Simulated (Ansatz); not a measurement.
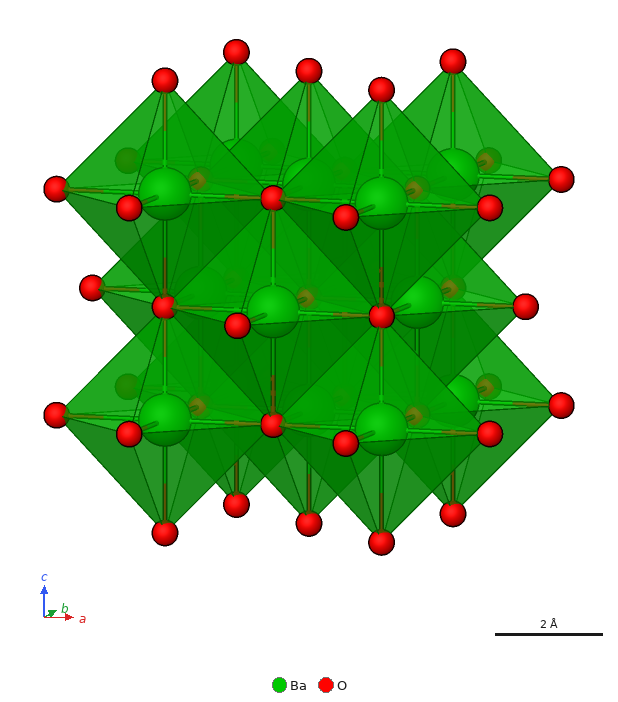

The structure (polyhedral view of the cell 4 times as large as that of the calculation, set on its symmetry axes, seen slightly off an axis; polyhedra are completed across the faces of the cell).

**BaO: single-point calculation**

The run: single-point calculation of BaO (Fm-3m, 2 atoms in the cell). Method and program: DFT, PBE, all-electron LAPW, no spin polarisation (Ansatz 0.2.0).

Some settings of this run were made unusual or wrong on purpose.

### The input
```yaml
crystal:
  lattice:
    - [0.0, 2.1383034871, 2.1383034871]
    - [2.1383034871, 0.0, 2.1383034871]
    - [2.1383034871, 2.1383034871, 0.0]
  atoms:
    - { symbol: Ba, position: [0.0, 0.0, 0.0] }
    - { symbol: O, position: [0.5, 0.5, 0.5] }
kpoints:
  mp_grid: { grid: [9, 9, 9] }
  band_path:
    path:
      - [0.0, 0.0, 0.0]
      - [0.5, 0.0, 0.5]
      - [0.625, 0.25, 0.625]
      - [0.375, 0.375, 0.75]
      - [0.0, 0.0, 0.0]
      - [0.5, 0.5, 0.5]
      - [0.5, 0.25, 0.75]
      - [0.5, 0.0, 0.5]
    npoints: 6
scf:
  occupations: { method: fermi_dirac, width: 0.03 }
  mixing: { algorithm: anderson, beta: 1.0, ndim: 1, preconditioner: none }
  max_iter: 75
hamiltonian:
  xc: pbe
  pseudopotentials: { kind: all_electron, lapw: { basis_error: 0.001 } }
output:
  forces: true
  stress: true
  eigenvalues: true
  populations: true
```

Launch command:
```bash
ansatz run input.yaml --threads 1 --pin off --max-ram 2048MiB --backend cpu --events-out ev --progress --plain --runs-dir out
```

### Log
```
Ba: projections on atomic orbitals take those of the free atom 1s2 2s2 2p6 3s2 3p6 3d10 4s2 4p6 4d10 5s2 5p6 6s2, of charge +0.00 (hamiltonian.pseudopotentials.projection_atoms)
O: projections on atomic orbitals take those of the free atom 1s2 2s2 2p4, of charge +0.00 (hamiltonian.pseudopotentials.projection_atoms)
LAPW: plane waves up to 9.790 Å⁻¹, error target 1.0e-3 eV per atom; small_component_spin mean_spin; O in spheres of 0.960 Å, 8 of its electrons in bands, Dirac shells []; Ba in spheres of 1.178 Å, 28 of its electrons in bands, Dirac shells [] (how accurate: hamiltonian.pseudopotentials.lapw.basis_error, Limitations)
Engine: ansatz 0.2.0, x86_64-unknown-linux-gnu
Pseudopotentials: kind: all_electron
Pseudopotential: Ba, LAPW, valence charge 28, lapw/all_electron/scalar/gaussian/Ba, Koelling and Harmon's equation, gaussian nucleus
Pseudopotential: O, LAPW, valence charge 8, lapw/all_electron/scalar/gaussian/O, Koelling and Harmon's equation, gaussian nucleus
Functional definition: PBE
  parameter kappa = 0.804
  parameter beta = 0.06672455060314922
  exchange = pbe_x(kappa = kappa, mu = beta*pi^2/3)
  correlation = pbe_c(beta = beta)
Crystal: 2 atoms, lattice volume = 19.554 Å³
Basis set: ecut = 365.1948836073395 eV, 331 PW (Γ), exchange–correlation at level 2
Bands: 22, of which v1, the nominal top of the filled ones, is band 18 counted from 1 (17 counted from 0)
Symmetry: 48 space group operations
Space group: Fm-3m (ITA 225), of the structure as read, at distance tolerance 2.7e-5 Å
k-points: 35 of 729
Non-local potential: Ba, projectors of the file, none
Non-local potential: O, projectors of the file, none
Initial density: superposition of atomic densities (chi_scale 0.1, normalization cell, long waves kept (reshape's long-wave potential 0.00 eV rms))
Initial wavefunctions: plane waves of lowest kinetic energy (no species holds an atomic orbital)
Functional: x = pbe(κ = 0.804, μ = 0.2195149727645171), c = pbe(β = 0.06672455060314922)
iter 1 solved again at ethr=1.31e-2 eV; its pass at ethr=1.00e-1 eV (dr2=4.71e0 eV) is discarded
SCF iter   1: F=—  HF=-223416.130779 eV  |F-HF|=—  |Δ(HF+E_count)|=         —  Δρ=1.52e-1  dr2=4.71e0  ethr=1.31e-2  ⟨swp⟩=2.0  Hψ=5253  notcnv=0
SCF iter   2: F=—  HF=-223433.666170 eV  |F-HF|=—  |Δ(HF+E_count)|=    1.75e1  Δρ=3.85e-1  dr2=3.17e1  ethr=1.31e-2  ⟨swp⟩=3.0  Hψ=7244  notcnv=0
automatic band count: the SCF goes on with 26 bands, as 22 were too few: the levels above may hold too much charge
SCF iter   3: F=—  HF=-223512.743482 eV  |F-HF|=—  |Δ(HF+E_count)|=    7.91e1  Δρ=5.36e-1  dr2=6.17e1  ethr=1.31e-2  ⟨swp⟩=4.9  Hψ=3394  notcnv=0  defer=6
SCF iter   4: F=—  HF=-223624.065813 eV  |F-HF|=—  |Δ(HF+E_count)|=    1.11e2  Δρ=1.03e0  dr2=2.41e2  ethr=1.31e-2  ⟨swp⟩=3.7  Hψ=3360  notcnv=0
SCF iter   5: F=—  HF=-224120.683410 eV  |F-HF|=—  |Δ(HF+E_count)|=    4.97e2  Δρ=1.47e0  dr2=4.98e2  ethr=1.31e-2  ⟨swp⟩=5.1  Hψ=3777  notcnv=0  defer=6
SCF iter   6: F=—  HF=-225237.594969 eV  |F-HF|=—  |Δ(HF+E_count)|=    1.12e3  Δρ=1.77e0  dr2=7.06e2  ethr=1.31e-2  ⟨swp⟩=4.0  Hψ=3548  notcnv=0
SCF iter   7: F=—  HF=-229227.845514 eV  |F-HF|=—  |Δ(HF+E_count)|=    3.99e3  Δρ=3.44e0  dr2=2.66e3  ethr=1.31e-2  ⟨swp⟩=8.2  Hψ=4989  notcnv=0  defer=11
SCF iter   8: F=—  HF=-234878.764053 eV  |F-HF|=—  |Δ(HF+E_count)|=    5.65e3  Δρ=3.44e0  dr2=2.67e3  ethr=1.31e-2  ⟨swp⟩=5.0  Hψ=4019  notcnv=0
the basis was enlarged: its passes take 479.7 KiB over the memory plan, 1 of 1 planned eigensolver slots
SCF iter   9: F=—  HF=-233682.052610 eV  |F-HF|=—  |Δ(HF+E_count)|=    1.20e3  Δρ=3.52e0  dr2=2.79e3  ethr=1.31e-2  ⟨swp⟩=10.5  Hψ=6661  notcnv=0  defer=26
SCF iter  10: F=—  HF=-235962.134949 eV  |F-HF|=—  |Δ(HF+E_count)|=    2.28e3  Δρ=3.79e0  dr2=3.25e3  ethr=1.31e-2  ⟨swp⟩=5.0  Hψ=4060  notcnv=0  defer=5
SCF iter  11: F=—  HF=-236622.000624 eV  |F-HF|=—  |Δ(HF+E_count)|=    6.60e2  Δρ=4.15e0  dr2=3.91e3  ethr=1.31e-2  ⟨swp⟩=10.5  Hψ=6341  notcnv=0  defer=26
SCF iter  12: F=—  HF=-238701.407265 eV  |F-HF|=—  |Δ(HF+E_count)|=    2.08e3  Δρ=4.15e0  dr2=3.91e3  ethr=1.31e-2  ⟨swp⟩=4.9  Hψ=4142  notcnv=0  defer=17
the basis was enlarged: its passes take 888.9 KiB over the memory plan, 1 of 1 planned eigensolver slots
SCF iter  13: F=—  HF=-237581.827937 eV  |F-HF|=—  |Δ(HF+E_count)|=    1.12e3  Δρ=4.17e0  dr2=3.95e3  ethr=1.31e-2  ⟨swp⟩=11.2  Hψ=6799  notcnv=0  defer=29
SCF iter  14: F=—  HF=-248161.809192 eV  |F-HF|=—  |Δ(HF+E_count)|=    1.06e4  Δρ=4.17e0  dr2=3.95e3  ethr=1.31e-2  ⟨swp⟩=3.7  Hψ=3263  notcnv=0
the basis was enlarged: its passes take 2.1 MiB over the memory plan, 1 of 1 planned eigensolver slots
SCF iter  15: F=—  HF=-243878.256537 eV  |F-HF|=—  |Δ(HF+E_count)|=    4.28e3  Δρ=4.14e0  dr2=3.90e3  ethr=1.31e-2  ⟨swp⟩=12.0  Hψ=7572  notcnv=0  defer=58
SCF iter  16: F=—  HF=-255897.792589 eV  |F-HF|=—  |Δ(HF+E_count)|=    1.20e4  Δρ=4.14e0  dr2=3.90e3  ethr=1.31e-2  ⟨swp⟩=2.0  Hψ=2590  notcnv=0
SCF iter  17: F=—  HF=-247745.018288 eV  |F-HF|=—  |Δ(HF+E_count)|=    8.15e3  Δρ=4.13e0  dr2=3.87e3  ethr=1.31e-2  ⟨swp⟩=12.2  Hψ=7405  notcnv=0  defer=49
SCF iter  18: F=—  HF=-262921.681748 eV  |F-HF|=—  |Δ(HF+E_count)|=    1.52e4  Δρ=4.13e0  dr2=3.87e3  ethr=1.31e-2  ⟨swp⟩=2.0  Hψ=2590  notcnv=0
SCF iter  19: F=—  HF=-250769.526802 eV  |F-HF|=—  |Δ(HF+E_count)|=    1.22e4  Δρ=4.10e0  dr2=3.82e3  ethr=1.31e-2  ⟨swp⟩=11.4  Hψ=7238  notcnv=0  defer=97
SCF iter  20: F=—  HF=-267251.500694 eV  |F-HF|=—  |Δ(HF+E_count)|=    1.65e4  Δρ=4.10e0  dr2=3.82e3  ethr=1.31e-2  ⟨swp⟩=2.0  Hψ=2590  notcnv=0
the basis was enlarged: its passes take 2.3 MiB over the memory plan, 1 of 1 planned eigensolver slots
SCF iter  21: F=—  HF=-252264.371765 eV  |F-HF|=—  |Δ(HF+E_count)|=    1.50e4  Δρ=4.07e0  dr2=3.76e3  ethr=1.31e-2  ⟨swp⟩=11.9  Hψ=7334  notcnv=0  defer=91
SCF iter  22: F=—  HF=-267667.407462 eV  |F-HF|=—  |Δ(HF+E_count)|=    1.54e4  Δρ=4.07e0  dr2=3.76e3  ethr=1.31e-2  ⟨swp⟩=2.0  Hψ=2590  notcnv=0
SCF iter  23: F=—  HF=-252446.470395 eV  |F-HF|=—  |Δ(HF+E_count)|=    1.52e4  Δρ=4.07e0  dr2=3.76e3  ethr=1.31e-2  ⟨swp⟩=11.6  Hψ=7301  notcnv=0  defer=102
SCF iter  24: F=—  HF=-267708.117622 eV  |F-HF|=—  |Δ(HF+E_count)|=    1.53e4  Δρ=4.07e0  dr2=3.76e3  ethr=1.31e-2  ⟨swp⟩=2.0  Hψ=2590  notcnv=0
SCF iter  25: F=—  HF=-252466.188297 eV  |F-HF|=—  |Δ(HF+E_count)|=    1.52e4  Δρ=4.07e0  dr2=3.76e3  ethr=1.31e-2  ⟨swp⟩=11.6  Hψ=7313  notcnv=0  defer=94
SCF iter  26: F=—  HF=-267712.452530 eV  |F-HF|=—  |Δ(HF+E_count)|=    1.52e4  Δρ=4.07e0  dr2=3.76e3  ethr=1.31e-2  ⟨swp⟩=2.0  Hψ=2590  notcnv=0
SCF iter  27: F=—  HF=-252468.356224 eV  |F-HF|=—  |Δ(HF+E_count)|=    1.52e4  Δρ=4.07e0  dr2=3.76e3  ethr=1.31e-2  ⟨swp⟩=11.9  Hψ=7298  notcnv=1  defer=96
SCF iter  28: F=—  HF=-267712.983843 eV  |F-HF|=—  |Δ(HF+E_count)|=    1.52e4  Δρ=4.07e0  dr2=3.76e3  ethr=1.31e-2  ⟨swp⟩=2.0  Hψ=2590  notcnv=0
SCF iter  29: F=—  HF=-252468.586887 eV  |F-HF|=—  |Δ(HF+E_count)|=    1.52e4  Δρ=4.07e0  dr2=3.76e3  ethr=1.31e-2  ⟨swp⟩=12.0  Hψ=7330  notcnv=0  defer=83
SCF iter  30: F=—  HF=-267713.104082 eV  |F-HF|=—  |Δ(HF+E_count)|=    1.52e4  Δρ=4.07e0  dr2=3.76e3  ethr=1.31e-2  ⟨swp⟩=2.0  Hψ=2590  notcnv=0
SCF iter  31: F=—  HF=-252468.574623 eV  |F-HF|=—  |Δ(HF+E_count)|=    1.52e4  Δρ=4.07e0  dr2=3.76e3  ethr=1.31e-2  ⟨swp⟩=11.7  Hψ=7290  notcnv=0  defer=100
SCF iter  32: F=—  HF=-267712.854096 eV  |F-HF|=—  |Δ(HF+E_count)|=    1.52e4  Δρ=4.07e0  dr2=3.76e3  ethr=1.31e-2  ⟨swp⟩=2.0  Hψ=2590  notcnv=0
SCF iter  33: F=—  HF=-252468.716610 eV  |F-HF|=—  |Δ(HF+E_count)|=    1.52e4  Δρ=4.07e0  dr2=3.76e3  ethr=1.31e-2  ⟨swp⟩=11.8  Hψ=7308  notcnv=0  defer=95
SCF iter  34: F=—  HF=-267713.519095 eV  |F-HF|=—  |Δ(HF+E_count)|=    1.52e4  Δρ=4.07e0  dr2=3.76e3  ethr=1.31e-2  ⟨swp⟩=2.0  Hψ=2590  notcnv=0
SCF iter  35: F=—  HF=-252468.635461 eV  |F-HF|=—  |Δ(HF+E_count)|=    1.52e4  Δρ=4.07e0  dr2=3.76e3  ethr=1.31e-2  ⟨swp⟩=11.5  Hψ=7277  notcnv=0  defer=109
SCF iter  36: F=—  HF=-267713.129872 eV  |F-HF|=—  |Δ(HF+E_count)|=    1.52e4  Δρ=4.07e0  dr2=3.76e3  ethr=1.31e-2  ⟨swp⟩=2.0  Hψ=2590  notcnv=0
SCF iter  37: F=—  HF=-252468.745222 eV  |F-HF|=—  |Δ(HF+E_count)|=    1.52e4  Δρ=4.07e0  dr2=3.76e3  ethr=1.31e-2  ⟨swp⟩=12.0  Hψ=7338  notcnv=0  defer=88
SCF iter  38: F=—  HF=-267713.572804 eV  |F-HF|=—  |Δ(HF+E_count)|=    1.52e4  Δρ=4.07e0  dr2=3.76e3  ethr=1.31e-2  ⟨swp⟩=2.0  Hψ=2590  notcnv=0
SCF iter  39: F=—  HF=-252468.707044 eV  |F-HF|=—  |Δ(HF+E_count)|=    1.52e4  Δρ=4.07e0  dr2=3.76e3  ethr=1.31e-2  ⟨swp⟩=11.5  Hψ=7287  notcnv=0  defer=105
SCF iter  40: F=—  HF=-267713.389404 eV  |F-HF|=—  |Δ(HF+E_count)|=    1.52e4  Δρ=4.07e0  dr2=3.76e3  ethr=2.78e-6  ⟨swp⟩=11.7  Hψ=6033  notcnv=9  defer=196
Mixer restart at iter 40: flushing history
iteration 40: the SCF's residuals had fallen too slowly under its mixing. It goes on by minimising its free energy, and can end on another state than longer mixing would; under `scf.algorithm: density_mixing` no SCF does so, but by `scf.convergence.dm_fallback`
SCF iter  41: F=—  HF=-239673.089954 eV  |F-HF|=—  |Δ(HF+E_count)|=    2.80e4  Δρ=4.01e0  dr2=3.65e3  ethr=2.78e-6  ⟨swp⟩=19.9  Hψ=13552  notcnv=64  defer=32
SCF iter  42: F=—  HF=-234292.472694 eV  |F-HF|=—  |Δ(HF+E_count)|=    5.38e3  Δρ=1.35e0  dr2=3.99e2  ethr=2.78e-6  ⟨swp⟩=8.0  Hψ=5969  notcnv=0
SCF iter  43: F=—  HF=-223767.065158 eV  |F-HF|=—  |Δ(HF+E_count)|=    1.05e4  Δρ=8.85e-1  dr2=1.74e2  ethr=2.78e-6  ⟨swp⟩=9.7  Hψ=6554  notcnv=0
SCF iter  44: F=—  HF=-223426.636978 eV  |F-HF|=—  |Δ(HF+E_count)|=    3.40e2  Δρ=1.81e-1  dr2=7.25e0  ethr=2.78e-6  ⟨swp⟩=7.5  Hψ=5173  notcnv=0  defer=42
SCF iter  45: F=—  HF=-223412.590124 eV  |F-HF|=—  |Δ(HF+E_count)|=    1.40e1  Δρ=1.59e-2  dr2=5.21e-2  ethr=2.78e-6  ⟨swp⟩=4.5  Hψ=4567  notcnv=0  defer=6
SCF iter  46: F=—  HF=-223412.524128 eV  |F-HF|=—  |Δ(HF+E_count)|=         —  Δρ=2.31e-3  dr2=1.00e-3  ethr=2.78e-6  ⟨swp⟩=3.1  Hψ=3382  notcnv=0
the basis was enlarged: its passes take 2.6 MiB over the memory plan, 1 of 1 planned eigensolver slots
iter 47 solved again at ethr=1.36e-7 eV; its pass at ethr=2.78e-6 eV (dr2=4.90e-5 eV) is discarded
SCF iter  47: F=—  HF=-223412.522945 eV  |F-HF|=—  |Δ(HF+E_count)|=   1.18e-3  Δρ=4.85e-4  dr2=4.91e-5  ethr=1.36e-7  ⟨swp⟩=2.0  Hψ=4580  notcnv=0
SCF iter  48: F=—  HF=-223412.522859 eV  |F-HF|=—  |Δ(HF+E_count)|=   8.55e-5  Δρ=6.36e-5  dr2=7.04e-7  ethr=1.36e-7  ⟨swp⟩=2.1  Hψ=2631  notcnv=0
SCF iter  49: F=-223412.522857 eV  HF=-223412.522857 eV  |F-HF|=5.36e-8  |Δ(HF+E_count)|=   2.27e-6  Δρ=6.76e-6  dr2=7.74e-9  ethr=1.96e-9  ⟨swp⟩=3.0  Hψ=2730  notcnv=0
SCF iter  50: F=-223412.522857 eV  HF=-223412.522857 eV  |F-HF|=5.37e-8  |Δ(HF+E_count)|=  3.49e-10  Δρ=6.75e-6  dr2=7.73e-9  ethr=2.15e-11  ⟨swp⟩=3.8  Hψ=3342  notcnv=0
SCF 1 converged in 50 iterations: F = -223412.522857 eV  dr2 = 7.73e-9
```

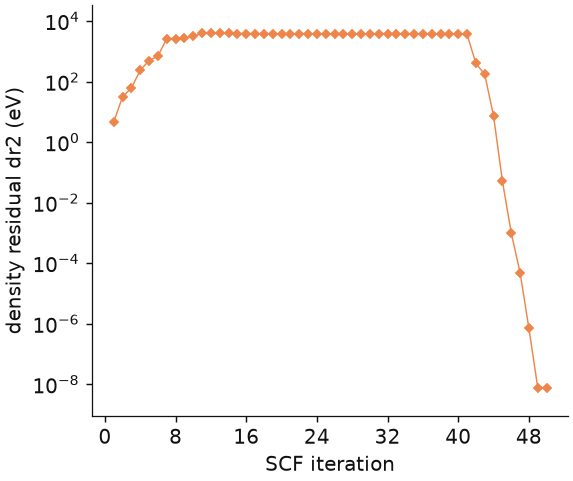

Convergence of the self-consistent field: density residual dr2 against the SCF iteration. The residual lingers near 4 × 10³ from about step 7 to 41 before it falls again.

```
NSCF: frozen V_eff on 43 k-points
SCF converged after 50 iterations
Free energy (F): -223412.522857 eV
Harris-Foulkes:  -223412.522857 eV  (|F-HF|=5.37e-8)
Internal energy: -223412.519567 eV  (E = F + TS)
E sigma→0 (E₀):  -223412.521212 eV
Entropy (-TS):   -0.003289 eV (-1.645 meV/atom)
Fermi energy:    30.075514 eV
--- Per-component energies (eV) ---
  E_band       = -2418.365979
  E_kinetic    = 238009.604287
  E_xc         = -5646.121367
  E_electrostatic = -455776.002487  (all electrons and nuclei)
  E_smearing   = -0.003289  (= −TS)
  E_closure    = 0.000000  (closes the sum)
  E_atoms      = -223411.303573  (free atoms, spherical and without spin; not in F)
  Σ components = -223412.522857   (vs F -223412.522857, Δ=0.00e0)
  Basis errors (estimates in eV, not in F): energy 4.5e-4 per atom: plane waves 4.1e-4 (2.1e-4 summed), levels above the bands 4.1e-169, relativity 7.3e-8, radial functions 4.8e-5, core shells 2.0e-8; eigenvalues (radial functions only) 4.0e-6; not estimated: angular momenta, meshes, grids; target (lapw.basis_error) 1.0e-3; muffin-tin radii O 0.960 Å, Ba 1.178 Å
--- Forces (eV/Å), atoms counted from 1 ---
  atom   1  Ba    -0.00000000     0.00000000    -0.00000000
  atom   2  O      0.00000000    -0.00000000     0.00000000
  max |Σ_I F_I| component: 2.89e-30 eV/Å
--- Stress (GPa, compression-positive) ---
      267.687009       0.000000      -0.000000
        0.000000     267.687009       0.000000
       -0.000000       0.000000     267.687009
  P = ⅓ Tr σ = 267.6870 GPa (2676.870 kbar)
--- Band table (eV; the first three rows and the last of 35) ---
  k-point 0: bands = ["-474.8576", "-204.2818", "-141.4449", "-141.4449", "-141.4449", "-50.3321", "-50.3321", "-50.3321", "-50.3274", "-50.3274", "-0.5768", "14.2491", "19.7919", "19.7919", "19.7919", "27.4011", "27.4011", "27.4011", "33.3151", "33.3151", "33.3151", "34.6410", "38.3799", "38.3799", "40.0697", "42.3898"]
  k-point 1: bands = ["-474.8576", "-204.2818", "-141.4450", "-141.4449", "-141.4449", "-50.3318", "-50.3315", "-50.3315", "-50.3273", "-50.3273", "-0.3190", "13.3589", "19.8130", "19.8130", "20.0329", "26.7693", "26.7693", "26.9489", "32.4116", "33.7345", "33.7345", "36.5861", "39.0993", "39.0993", "40.9046", "42.4051"]
  k-point 2: bands = ["-474.8576", "-204.2818", "-141.4450", "-141.4450", "-141.4450", "-50.3311", "-50.3308", "-50.3308", "-50.3265", "-50.3265", "0.4395", "11.3111", "19.9079", "19.9079", "20.2849", "25.3981", "25.3981", "26.1223", "32.3235", "34.8752", "34.8752", "38.9535", "40.3409", "40.3409", "41.5562", "42.1433"]
  k-point 34: bands = ["-474.8576", "-204.2818", "-141.4451", "-141.4451", "-141.4450", "-50.3297", "-50.3294", "-50.3273", "-50.3249", "-50.3225", "4.3029", "8.1170", "13.9539", "14.2227", "20.9133", "24.4016", "29.9577", "30.0545", "32.7740", "34.7883", "39.8067", "39.8554", "40.7525", "40.9069", "41.4259", "42.9550"]
--- Löwdin populations: 2 sites ---
  site symbol       q [e]
     0     Ba     53.9522
     1      O      9.2646
  spilling = 0.012238 (of n_electrons = 64.000000)
```

### What the run reported

- outcome: converged
- space group (tolerance 0.01 Å): Fm-3m (225)
- electrons in bands (core shells apart): 36
- free energy: −223412.5229 eV
- Fermi energy: 30.076 eV
- pressure: 267.69 GPa
- largest force (length of the vector): under 0.001 eV/Å
- hardware: 1 thread of Intel Xeon (Sapphire Rapids), 16 GiB of memory available, shared host
- wall time: 74 s
- peak memory: 0.42 GiB

### What went wrong

A setting was made wrong on purpose: mixing far too strong (`scf.mixing`). Undamped mixing lets the charge slosh. The program still converged, but the numbers can't be taken as results for the intended system.
